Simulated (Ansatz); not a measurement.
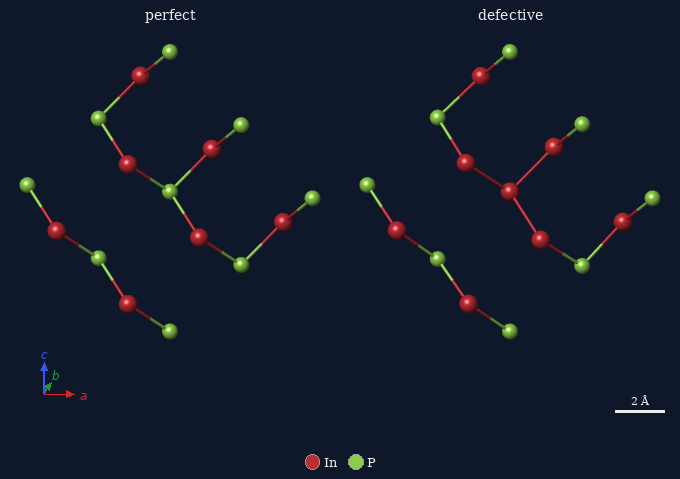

Left: perfect InP. Right: the same region with one point defect, after relaxing the atoms in a supercell of 32 sites. Style: ball-and-stick. Shown: the atoms within 6.0 Å of one point, in a slice 3.4 Å thick across the line of sight, slightly off an axis.

Theory: DFT PBE, scalar-relativistic, plane waves, PAW in Ansatz 0.2.0. Settings: plane-wave cutoff 420 eV; k-point mesh 2 × 2 × 2; occupations gaussian; smearing width 0.02 eV; mesh shifted by (0.5, 0.5, 0.5); collinear spin. The cell is small and the k-mesh coarse, so the numbers are rough. A uniform background neutralises the charged cell. The axes drawn are those of the host's conventional cell.

Question: Which defect is it?

Answer: A phosphorus atom is replaced by indium.

The charge state of the cell is −1.

Question: How does the lattice respond?

Answer: In the host the P atom has 4 In at 2.58 Å; the In atom ends with 4 In at 2.71 Å. Of the host's atoms, an indium atom moves furthest from its site, by 0.13 Å.
